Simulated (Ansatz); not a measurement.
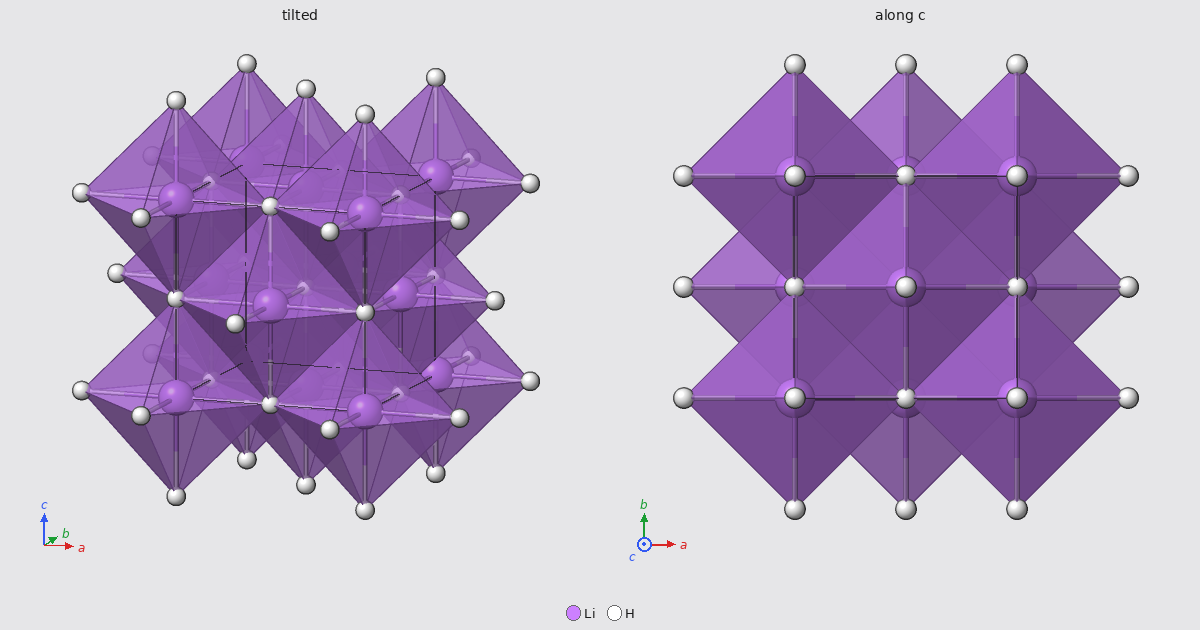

Polyhedral model, viewed slightly off an axis and along the c axis. One conventional unit cell is outlined, and atoms on its boundary appear in each equivalent place. Some neighbours outside the box are added.

LiH, rock salt (NaCl type), space group Fm-3m (No. 225), a = 3.926 Å, b = 3.926 Å, c = 3.926 Å, α = 90.00°, β = 90.00°, γ = 90.00°. Its origin is a structure type filled with these elements by a generator (whether the compound takes this form wasn't checked). The cell was then strained or its atoms displaced on purpose. It was the input of a calculation with Ansatz.

This one geometry was computed with Ansatz (DFT, plane waves, PAW) at three levels of theory: HSE06, r2SCAN and PBE. It was relaxed with r2SCAN and then strained.

> How does the band gap change with the level of theory?

PBE: a gap of 2.94 eV, direct; r2SCAN: a gap of 3.59 eV, direct; HSE06: a gap of 3.93 eV, direct.

> Collect the results in a table.

| level | cutoff (eV) | k-mesh of the run's cell | gap (eV) | pressure (GPa) |
| --- | --- | --- | --- | --- |
| HSE06 | 420 | 8×8×8 | 3.93 | 1.9 |
| r2SCAN | 500 | 10×10×10 | 3.59 | 2.4 |
| PBE | 420 | 10×10×10 | 2.94 | 2.5 |

Gaps are taken on the k-mesh or band path of each run.
